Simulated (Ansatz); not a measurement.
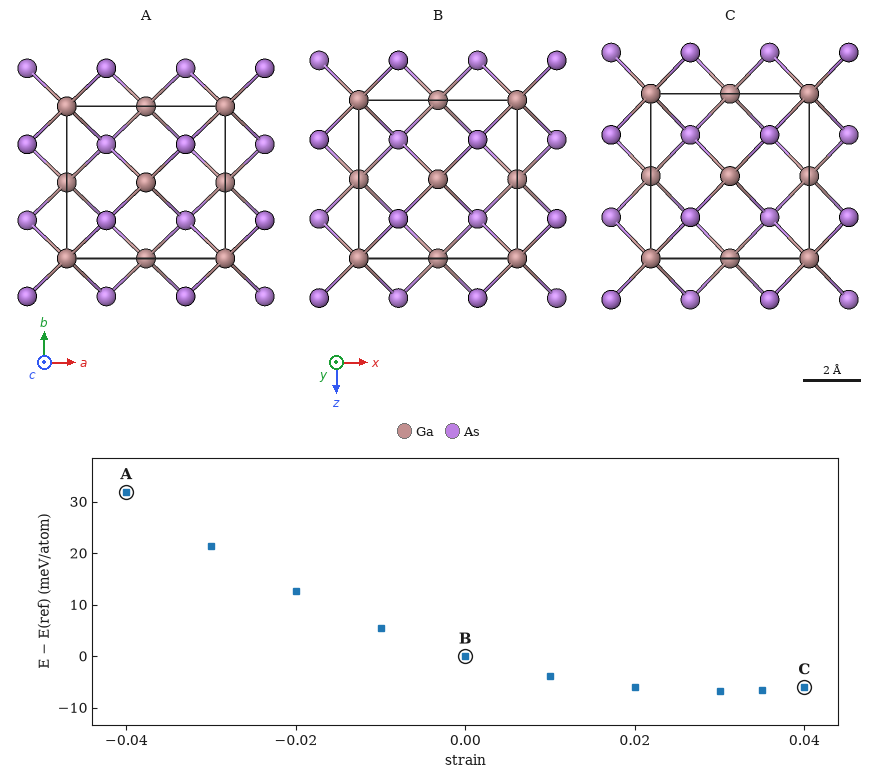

A scan of crystalline GaAs (F-43m): the cell is strained along z alone, with the atoms kept at their fractional coordinates. x, y and z are the Cartesian axes of the input. The lettered frames are marked on the plot. Style: ball-and-stick. Shown: the conventional cell (4 times the calculation's cell), along the c axis. Lengths and directions refer to the drawn axes.

Method: DFT PBE, scalar-relativistic, plane waves, PAW (Ansatz 0.2.0). (plane-wave cutoff 420 eV; k-point mesh 10 × 10 × 10; occupations gaussian; smearing width 0.05 eV; no spin polarisation). Energies (free energies at the smearing named) are counted from the cell as listed in its source, which wasn't relaxed.

> What does the scan show?

The lowest computed point lies at the strain 0.03 (−6.8 meV/atom). The unrelaxed reference is under a pressure of 3.3 GPa, which tilts the curve. The distortion takes the space group from F-43m to I-4m2. At the strain −0.04 the cell of the drawing goes b 5.654 → 5.428 Å.
